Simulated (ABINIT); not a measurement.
Au: workfunction calculation

System: Au (slab, 5 atoms in the cell).
Method: Kohn-Sham DFT of a periodic cell, PBE, JTH PAW PBE v2.0, no spin polarisation (ABINIT 10.8.3).

The structure derives from an entry of the Crystallography Open Database. The run did not end well.

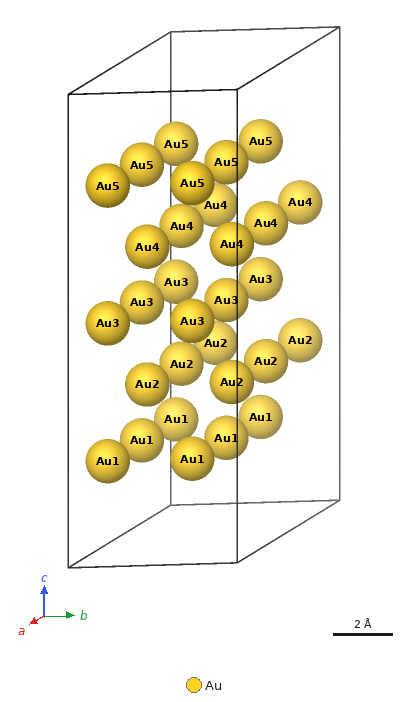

Fig. 1: The input geometry (spheres-only view of the 3 × 2 repeat of the cell, with the vacuum cut short, seen slightly off an axis; atoms are numbered from 1 in the order of the input). An atom can appear more than once, as a periodic image.

## What the run reported

| quantity | value |
| --- | --- |
| outcome | not converged |
| electrons treated | 55 |
| free energy | −4647.9487 eV |
| work function | 0.49 eV |
| Fermi energy | 2.649 eV |
| gap on the k-point mesh | none (metallic) |
| largest force (length of the vector) | 3.078 eV/Å |
| hardware | 4 threads of Arm Neoverse V2, 24 GiB of memory available, shared host |
| wall time | 4.8 min (CPU time 19 min) |
| peak memory | 0.76 GiB |

## Diagnosis

The run did not converge. Its last values are not results. Notes on the run: was not enough SCF cycles. Points of doubt noted for this run: absurd pressure.

## Input file
```
# Pseudopotentials
pp_dirpath "./"
pseudos "Au.GGA_PBE-JTH.xml"

# Structure
acell 3*1.0 Angstrom
rprim
     2.8999984105     0.0000000000     0.0000000000
    -1.4499992052     2.5114722944     0.0000000000
     0.0000000000     0.0000000000    24.7600000000
ntypat 1
znucl 79
natom 5
typat 1 1 1 1 1
xcart
     2.7401013788     1.5819982690    14.1729459347
     0.0000000001     3.1639965370    18.7838776788
     2.7401013788     1.5819982690    23.3948094229
     0.0000000001     3.1639965370    28.0057411670
     2.7401013788     1.5819982690    32.6166729110
chkprim 0
chksymtnons 0
tolsym 1.0e-6

# Plane-wave basis
ecut 20.0
pawecutdg 40.0
pawxcdev 0

# k points
kptopt 1
ngkpt 11 11 1
nshiftk 1
shiftk 0.0 0.0 0.0

# Exchange and correlation
ixc 11

# Bands and occupations
nband 33
occopt 3
tsmear 0.05 eV

# SCF cycle
nstep 120
tolvrs 1.0e-9
iprcel 45

# Output
iomode 3
prtwf 0
prteig 0
prtebands 0
enunit 2
prtden 1
prtvha 1
prtvclmb 1
prtpot 1
```

Launched with:
```bash
mpirun --bind-to none -np 4 abinit run.abi > log 2>&1
```

## Log
```
.Version 10.8.3 of ABINIT
 Symmetries : space group P-6 m 2 (#187); Bravais hP (primitive hexag.)
================================================================================
 Values of the parameters that define the memory need of the present run
     intxc =       0    ionmov =       0      iscf =      17    lmnmax =      18
     lnmax =       6     mgfft =     192  mpssoang =       3    mqgrid =   13322
     natom =       5  nloc_mem =       2    nspden =       1   nspinor =       1
    nsppol =       1      nsym =      12    n1xccc =       1    ntypat =       1
    occopt =       3   xclevel =       2
       mpw =        5289          nfft =      110592          nkpt =          16
Pmy_natom=         2
 PAW method is used; the additional fine FFT grid is defined by:
   mgfftf=       270    nfftf =    276480
 For the susceptibility and dielectric matrices, or tddft :
   mgfft =       120  nbnd_in_blk=     6    nfft =     27000     npw =       181
================================================================================
================================================================================

--------------------------------------------------------------------------------
------------- Echo of variables that govern the present computation ------------
--------------------------------------------------------------------------------
 -outvars: echo values of preprocessed input variables --------
            acell      1.8897261259E+00  1.8897261259E+00  1.8897261259E+00 Bohr
              amu      1.96966540E+02
          chkprim           0
      chksymtnons           0
           diemix      1.00000000E+00
             ecut      2.00000000E+01 Hartree
           enunit           2
           iprcel          45
              ixc          11
         kptrlatt       11    0    0      0   11    0      0    0    1
          kptrlen      6.02822304E+01
            natom           5
            nband          33
            ngfft          24      24     192
          ngfftdg          32      32     270
             nkpt          16
            nstep         120
             nsym          12
           ntypat           1
           occopt           3
        pawecutdg      4.00000000E+01 Hartree
         pawxcdev           0
        prtebands           0
           prteig           0
           prtpot           1
         prtvclmb           1
           prtvha           1
            prtwf           0
            rprim      2.8999984105E+00  0.0000000000E+00  0.0000000000E+00
                      -1.4499992052E+00  2.5114722944E+00  0.0000000000E+00
                       0.0000000000E+00  0.0000000000E+00  2.4760000000E+01
          spgroup         187
           tolsym      1.00000000E-06
           tolvrs      1.00000000E-09
           tsmear      1.83746611E-03 Hartree
            typat      1  1  1  1  1
           useylm           1
           xangst      1.4499992042E+00  8.3715743107E-01  7.4999999949E+00
                      -9.9218109144E-10  1.6743148625E+00  9.9399999932E+00
                       1.4499992042E+00  8.3715743107E-01  1.2379999992E+01
                      -9.9218109144E-10  1.6743148625E+00  1.4819999990E+01
                       1.4499992042E+00  8.3715743107E-01  1.7259999988E+01
            xcart      2.7401013788E+00  1.5819982690E+00  1.4172945935E+01
                      -1.8749505301E-09  3.1639965387E+00  1.8783877679E+01
                       2.7401013788E+00  1.5819982690E+00  2.3394809423E+01
                      -1.8749505301E-09  3.1639965387E+00  2.8005741167E+01
                       2.7401013788E+00  1.5819982690E+00  3.2616672911E+01
             xred      6.6666666624E-01  3.3333333318E-01  3.0290791579E-01
                       3.3333333290E-01  6.6666666651E-01  4.0145395772E-01
                       6.6666666624E-01  3.3333333318E-01  4.9999999966E-01
                       3.3333333290E-01  6.6666666651E-01  5.9854604160E-01
                       6.6666666624E-01  3.3333333318E-01  6.9709208353E-01
            znucl       79.00000

================================================================================

 chkinp: Checking input parameters for consistency.

================================================================================
== DATASET  1 ==================================================================

--- !DatasetInfo
iteration_state: {dtset: 1, }
dimensions: {natom: 5, nkpt: 16, mband: 33, nsppol: 1, nspinor: 1, nspden: 1, mpw: 5289, }
cutoff_energies: {ecut:  20.0, pawecutdg:  40.0, }
electrons: {nelect:   5.50000000E+01, charge:   0.00000000E+00, occopt:   3.00000000E+00, tsmear:   1.83746611E-03, }
meta: {optdriver: 0, ionmov: 0, optcell: 0, iscf: 17, paral_kgb: 0, }
...

 Exchange-correlation functional for the present dataset will be:
  GGA: Perdew-Burke-Ernzerhof functional - ixc=11
  J.P.Perdew, K.Burke, M.Ernzerhof, PRL 77, 3865 (1996)

 Real(R)+Recip(G) space primitive vectors, cartesian coordinates (Bohr,Bohr^-1):
 R(1)=  5.4802028  0.0000000  0.0000000  G(1)=  0.1824750  0.1053520  0.0000000
 R(2)= -2.7401014  4.7459948  0.0000000  G(2)=  0.0000000  0.2107040  0.0000000
 R(3)=  0.0000000  0.0000000 46.7896189  G(3)=  0.0000000  0.0000000  0.0213723
 Unit cell volume ucvol=  1.2169518E+03 bohr^3
 Angles (23,13,12)=  9.00000000E+01  9.00000000E+01  1.20000000E+02 degrees

 Coarse grid specifications (used for wave-functions):

 getcut: wavevector=  0.0000  0.0000  0.0000  ngfft=  24  24 192
         ecut(hartree)=     20.000   => boxcut(ratio)=   2.03832

 Fine grid specifications (used for densities):

 getcut: wavevector=  0.0000  0.0000  0.0000  ngfft=  32  32 270
         ecut(hartree)=     40.000   => boxcut(ratio)=   2.02684

--- Pseudopotential description ------------------------------------------------
- pspini: atom type   1  psp file is ./Au.GGA_PBE-JTH.xml
 Pseudopotential format is: paw10
 basis_size (lnmax)=  6 (lmn_size= 18), orbitals=   0   0   1   1   2   2
 Spheres core radius: rc_sph= 2.50869560
 Shapefunction is SIN type: shapef(r)=[sin(pi*r/rshp)/(pi*r/rshp)]**2
 Radius for shape functions =  2.26305713
 Compensation charge density is not taken into account in XC energy/potential

   9.68031423E+03                                ecore*ucvol(ha*bohr**3)
--------------------------------------------------------------------------------

================================================================================

--- !BeginCycle
iteration_state: {dtset: 1, }
solver: {iscf: 17, nstep: 120, nline: 4, wfoptalg: 10, }
tolerances: {tolvrs: 1.00E-09, }
...

     iter   Etot(hartree)      deltaE(h)  residm     nres2
 ETOT  1  -170.39364889356    -1.704E+02 1.111E-01 3.823E+01
 ETOT  2  -171.37142396115    -9.778E-01 7.016E-03 1.211E+02
 ETOT  3  -170.75199593597     6.194E-01 1.512E-02 3.202E+01
 ETOT  4  -170.83466688886    -8.267E-02 1.920E-03 1.174E+01
 ETOT  5  -170.87116938033    -3.650E-02 3.498E-03 1.504E+01
 ETOT  6  -170.81156193107     5.961E-02 7.623E-03 1.391E+01
 ETOT  7  -170.79792510881     1.364E-02 6.452E-03 1.217E+01
 ETOT  8  -170.80285065842    -4.926E-03 5.031E-03 1.159E+01
 ETOT  9  -170.77957033910     2.328E-02 2.705E-03 1.094E+01
 ETOT 10  -170.77135930999     8.211E-03 4.450E-04 9.349E+00
[... 100 further cycles ...]
 ETOT  111  -170.76922158979    -3.707E-03 3.674E-04 3.028E-01
 ETOT  112  -170.77372721530    -4.506E-03 2.140E-04 1.562E-01
 ETOT  113  -170.77313618212     5.910E-04 5.601E-05 1.707E-01
 ETOT  114  -170.77314393889    -7.757E-06 3.034E-04 2.061E-01
 ETOT  115  -170.80151841584    -2.837E-02 8.908E-03 8.979E-01
 ETOT  116  -170.80941688036    -7.898E-03 3.594E-03 1.272E+00
 ETOT  117  -170.78379257682     2.562E-02 1.667E-02 3.594E-01
 ETOT  118  -170.81155152869    -2.776E-02 1.764E-03 4.255E-01
 ETOT  119  -170.79817140703     1.338E-02 3.898E-04 5.676E-01
 ETOT  120  -170.80896358530    -1.079E-02 5.067E-03 9.162E-01

 Cartesian components of stress tensor (hartree/bohr^3)
  sigma(1 1)= -2.92392106E-02  sigma(3 2)=  0.00000000E+00
  sigma(2 2)= -2.92392106E-02  sigma(3 1)=  0.00000000E+00
  sigma(3 3)= -2.80153527E-02  sigma(2 1)=  4.51979182E-13

 scprqt:  WARNING -
  nstep=  120 was not enough SCF cycles to converge;
  density residual=  9.162E-01 exceeds tolvrs=  1.000E-09

--- !ResultsGS
iteration_state: {dtset: 1, }
comment   : Summary of ground state results
lattice_vectors:
- [  5.4802028,   0.0000000,   0.0000000, ]
- [ -2.7401014,   4.7459948,   0.0000000, ]
- [  0.0000000,   0.0000000,  46.7896189, ]
lattice_lengths: [   5.48020,    5.48020,   46.78962, ]
lattice_angles: [ 90.000,  90.000, 120.000, ] # degrees, (23, 13, 12)
lattice_volume:   1.2169518E+03
convergence: {deltae: -1.079E-02, res2:  9.162E-01, residm:  5.067E-03, diffor: null, }
etotal    :  -1.70808964E+02
entropy   :   0.00000000E+00
fermie    :   9.73522284E-02
cartesian_stress_tensor: # hartree/bohr^3
- [ -2.92392106E-02,   4.51979182E-13,   0.00000000E+00, ]
- [  4.51979182E-13,  -2.92392106E-02,   0.00000000E+00, ]
- [  0.00000000E+00,   0.00000000E+00,  -2.80153527E-02, ]
pressure_GPa:   8.4824E+02
xred      :
- [  6.6667E-01,   3.3333E-01,   3.0291E-01, Au]
- [  3.3333E-01,   6.6667E-01,   4.0145E-01, Au]
- [  6.6667E-01,   3.3333E-01,   5.0000E-01, Au]
- [  3.3333E-01,   6.6667E-01,   5.9855E-01, Au]
- [  6.6667E-01,   3.3333E-01,   6.9709E-01, Au]
cartesian_forces: # hartree/bohr
- [  2.51566304E-27,   1.30717686E-26,   2.72234963E-02, ]
- [  2.51566304E-27,  -1.59766061E-26,  -5.98630533E-02, ]
- [  2.51566304E-27,  -1.59766061E-26,  -0.00000000E+00, ]
- [  1.50939782E-26,  -8.71451240E-27,   5.98630533E-02, ]
- [ -2.26409674E-26,   2.75959559E-26,  -2.72234963E-02, ]
force_length_stats: {min:   1.61734505E-26, max:   5.98630533E-02, mean:   3.48346198E-02, }
...

 Integrated electronic density in atomic spheres:
 ------------------------------------------------
 Atom  Sphere_radius  Integrated_density
    1        2.50870          9.50288085
    2        2.50870          9.32962137
    3        2.50870          9.19091517
    4        2.50870          9.32962137
    5        2.50870          9.50288084

================================================================================

 ----iterations are completed or convergence reached----

 Mean square residual over all n,k,spin=   15.846E-05; max=  50.668E-04
 reduced coordinates (array xred) for    5 atoms
       0.666666666235      0.333333333177      0.302907915788
       0.333333332902      0.666666666511      0.401453957724
       0.666666666235      0.333333333177      0.499999999660
       0.333333332902      0.666666666511      0.598546041597
       0.666666666235      0.333333333177      0.697092083533
 rms dE/dt=  1.1236E+00; max dE/dt=  2.8010E+00; dE/dt below (all hartree)
    1       0.000000000000     -0.000000000000     -1.273777016097
    2       0.000000000000      0.000000000000      2.800969446547
    3       0.000000000000      0.000000000000      0.000000000000
    4      -0.000000000000      0.000000000000     -2.800969446547
    5       0.000000000000     -0.000000000000      1.273777016097

 cartesian coordinates (angstrom) at end:
    1      1.44999920424115     0.83715743107486     7.49999999491547
    2     -0.00000000099218     1.67431486254152     9.93999999324063
    3      1.44999920424115     0.83715743107486    12.37999999159225
    4     -0.00000000099218     1.67431486254152    14.81999998994386
    5      1.44999920424115     0.83715743107486    17.25999998826903

 cartesian forces (hartree/bohr) at end:
    1      0.00000000000000     0.00000000000000     0.02722349629375
    2      0.00000000000000    -0.00000000000000    -0.05986305325293
    3      0.00000000000000    -0.00000000000000    -0.00000000000000
    4      0.00000000000000    -0.00000000000000     0.05986305325293
    5     -0.00000000000000     0.00000000000000    -0.02722349629375
 frms,max,avg= 2.4013063E-02 5.9863053E-02   0.000E+00  0.000E+00  0.000E+00 h/b

 cartesian forces (eV/Angstrom) at end:
    1      0.00000000000000     0.00000000000000     1.39988846430830
    2      0.00000000000000    -0.00000000000000    -3.07828196579862
    3      0.00000000000000    -0.00000000000000    -0.00000000000000
    4      0.00000000000000    -0.00000000000000     3.07828196579862
    5     -0.00000000000000     0.00000000000000    -1.39988846430830
 frms,max,avg= 1.2348013E+00 3.0782820E+00   0.000E+00  0.000E+00  0.000E+00 e/A
 length scales=  1.889726125908  1.889726125908  1.889726125908 bohr
              =  1.000000000000  1.000000000000  1.000000000000 angstroms
 Fermi (or HOMO) energy (hartree) =   0.09735   Average Vxc (hartree)=  -0.23649
 Eigenvalues (hartree) for nkpt=  16  k points:
 kpt#   1, nband= 33, wtk=  0.00826, kpt=  0.0000  0.0000  0.0000 (reduced coord)
  -0.22695   -0.21502   -0.16725   -0.15205   -0.13395   -0.07424   -0.07424   -0.06647
  -0.06363   -0.05484   -0.05484   -0.05051   -0.05051   -0.04194   -0.03244   -0.03244
  -0.02487   -0.02487   -0.01191   -0.01191   -0.01121   -0.00524   -0.00524    0.01602
   0.01603    0.02951    0.02951    0.04707    0.04707    0.04893    0.06932    0.08997
   0.14913
      occupation numbers for kpt#   1
   2.00000    2.00000    2.00000    2.00000    2.00000    2.00000    2.00000    2.00000
   2.00000    2.00000    2.00000    2.00000    2.00000    2.00000    2.00000    2.00000
   2.00000    2.00000    2.00000    2.00000    2.00000    2.00000    2.00000    2.00000
   2.00000    2.00000    2.00000    2.00000    2.00000    2.00000    2.00000    1.96467
   0.00000
 prteigrs : prtvol=0 or 1, do not print more k-points.

 Fermi (or HOMO) energy (eV) =   2.64909   Average Vxc (eV)=  -6.43515
 Eigenvalues (   eV  ) for nkpt=  16  k points:
 kpt#   1, nband= 33, wtk=  0.00826, kpt=  0.0000  0.0000  0.0000 (reduced coord)
  -6.17558   -5.85092   -4.55109   -4.13755   -3.64504   -2.02020   -2.02020   -1.80884
  -1.73156   -1.49233   -1.49233   -1.37454   -1.37454   -1.14123   -0.88277   -0.88277
  -0.67680   -0.67680   -0.32401   -0.32400   -0.30501   -0.14262   -0.14261    0.43605
   0.43607    0.80313    0.80314    1.28075    1.28075    1.33156    1.88622    2.44818
   4.05812
 prteigrs : prtvol=0 or 1, do not print more k-points.

--- !EnergyTerms
iteration_state     : {dtset: 1, }
comment             : Components of total free energy in Hartree
kinetic             :  4.58880104108821E+01
hartree             :  7.64605159453253E+02
xc                  : -1.48910755229323E+01
Ewald energy        :  5.84697447634268E+02
psp_core            :  7.95455815835044E+00
local_psp           : -1.57082731259284E+03
PAW spherical_terms :  1.16325581193139E+01
internal            : -1.70940654339702E+02
'-kT*entropy'       : -4.92612485207572E-04
total_energy        : -1.70941146952188E+02
total_energy_eV     : -4.65154557504697E+03
...

--- !EnergyTermsDC
iteration_state     : {dtset: 1, }
comment             : '"Double-counting" decomposition of free energy'
band_energy         : -1.96779614215289E+00
Ewald energy        :  5.84697447634268E+02
psp_core            :  7.95455815835044E+00
xc_dc               : -7.61829888092937E+02
PAW spherical_terms :  3.37207469660152E-01
internal            : -1.70808470972812E+02
'-kT*entropy'       : -4.92612485207572E-04
total_energy_dc     : -1.70808963585297E+02
total_energy_dc_eV  : -4.64794868239521E+03
...

--- !EnergyTermsWithPAWCore
iteration_state     : {dtset: 1, }
comment             : 'Components of total free energy, including PAW core contributions'
Total energy        : -9.50601071790847E+04
Total energy DC     : -9.50599749957178E+04
Total energy (eV)   : -2.58671729303443E+06
Total energy DC (eV): -2.58671369614177E+06
...

 Cartesian components of stress tensor (hartree/bohr^3)
  sigma(1 1)= -2.92392106E-02  sigma(3 2)=  0.00000000E+00
  sigma(2 2)= -2.92392106E-02  sigma(3 1)=  0.00000000E+00
  sigma(3 3)= -2.80153527E-02  sigma(2 1)=  4.51979182E-13

-Cartesian components of stress tensor (GPa)         [Pressure=  8.4824E+02 GPa]
- sigma(1 1)= -8.60247275E+02  sigma(3 2)=  0.00000000E+00
- sigma(2 2)= -8.60247275E+02  sigma(3 1)=  0.00000000E+00
- sigma(3 3)= -8.24240132E+02  sigma(2 1)=  1.32976866E-08

== END DATASET(S) ==============================================================
================================================================================

 -outvars: echo values of variables after computation  --------
            acell      1.8897261259E+00  1.8897261259E+00  1.8897261259E+00 Bohr
           etotal     -1.7080896359E+02
            fcart      2.5156630407E-27  1.3071768604E-26  2.7223496294E-02
                       2.5156630407E-27 -1.5976606071E-26 -5.9863053253E-02
                       2.5156630407E-27 -1.5976606071E-26 -0.0000000000E+00
                       1.5093978244E-26 -8.7145124029E-27  5.9863053253E-02
                      -2.2640967367E-26  2.7595955942E-26 -2.7223496294E-02
            rprim      2.8999984105E+00  0.0000000000E+00  0.0000000000E+00
                      -1.4499992052E+00  2.5114722944E+00  0.0000000000E+00
                       0.0000000000E+00  0.0000000000E+00  2.4760000000E+01
           strten     -2.9239210563E-02 -2.9239210564E-02 -2.8015352659E-02
                       0.0000000000E+00  0.0000000000E+00  4.5197918224E-13
           xangst      1.4499992042E+00  8.3715743107E-01  7.4999999949E+00
                      -9.9218109144E-10  1.6743148625E+00  9.9399999932E+00
                       1.4499992042E+00  8.3715743107E-01  1.2379999992E+01
                      -9.9218109144E-10  1.6743148625E+00  1.4819999990E+01
                       1.4499992042E+00  8.3715743107E-01  1.7259999988E+01
             xred      6.6666666624E-01  3.3333333318E-01  3.0290791579E-01
                       3.3333333290E-01  6.6666666651E-01  4.0145395772E-01
                       6.6666666624E-01  3.3333333318E-01  4.9999999966E-01
                       3.3333333290E-01  6.6666666651E-01  5.9854604160E-01
                       6.6666666624E-01  3.3333333318E-01  6.9709208353E-01
 Calculation completed.
```
